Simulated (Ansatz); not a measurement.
## Electronic structure of Ba₁₆H (cell with a defect) in real space

```
Ba H
1.0
    10.04000    0.00000    0.00000
     0.00000   10.04000    0.00000
     0.00000    0.00000   10.04000
Ba H
16 1
Direct
  0.00696 0.99981 0.00420
  0.49259 0.99981 0.00420
  0.01965 0.49980 0.99929
  0.99337 0.99981 0.49292
  0.24977 0.26947 0.25093
  0.47986 0.49980 0.99930
  0.50620 0.99981 0.49294
  0.74977 0.25701 0.24583
  0.99219 0.49981 0.51182
  0.24977 0.73012 0.25092
  0.24978 0.24220 0.73820
  0.50737 0.49981 0.51181
  0.74977 0.74262 0.24583
  0.74978 0.24353 0.75722
  0.24978 0.75742 0.73820
  0.74978 0.75610 0.75721
  0.24973 0.49978 0.12531
```

Computed without spin polarisation.

Method: DFT PBE-D3(BJ), scalar-relativistic, plane waves, PAW in Ansatz.

The density is the valence pseudo-density of a PAW calculation; it isn't the true density close to the nuclei.

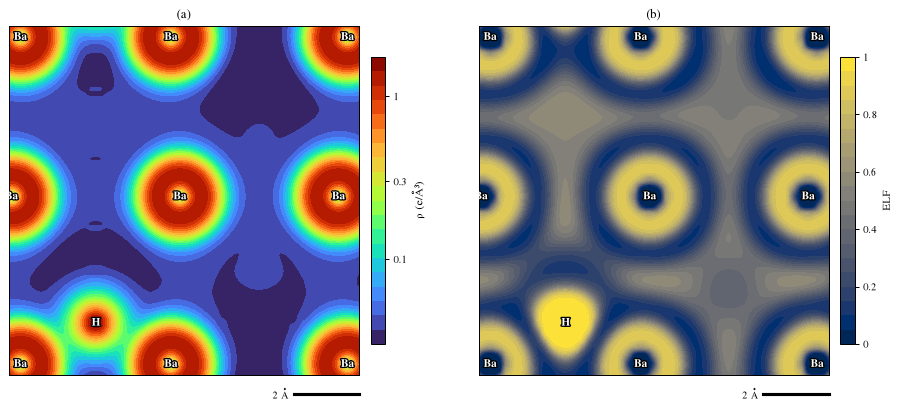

Figure 1. (a) valence electron density; (b) ELF on the (010) plane of the calculation cell.

Q: Read the bonding off the picture.

A: The section cuts through Ba and H sites.
Ba–H (2.63 Å): ρ is about 0.25 e/Å³ halfway; the ELF climbs to about 1 towards the hydrogen.
Between the atoms the lowest density in this plane is 0.03 e/Å³.
The features right at Ba lie inside the PAW spheres, where the map follows smoothed inner orbitals and isn't to be read closely.

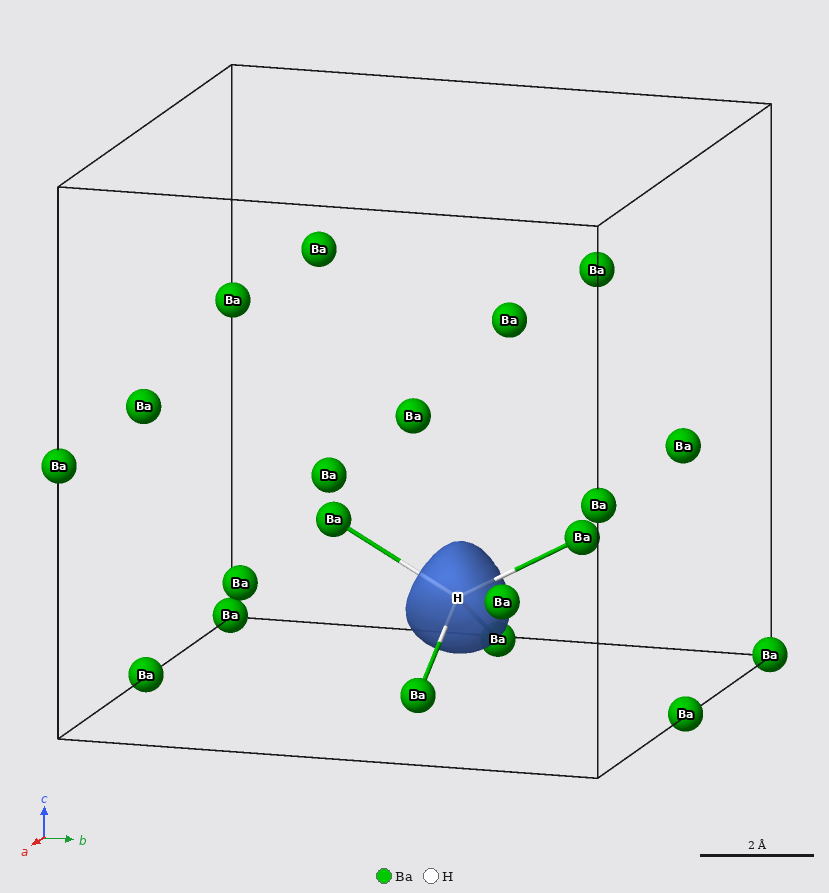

Figure 2. Isosurface of the electron localisation function at 0.7 (blue), seen slightly off an axis. Only the valence region is drawn (cores and ρ < 0.01 e/Å³ removed). Sticks mark near contacts.

Q: What do the ELF domains correspond to?

A: The surface consists of one region around a hydrogen nucleus, counted in one cell of 17 atoms. Any copies at cell faces, edges or corners count once.

Q: Metal or insulator at this level of theory?

A: It is metallic or semimetallic at this level of theory: no gap opens.
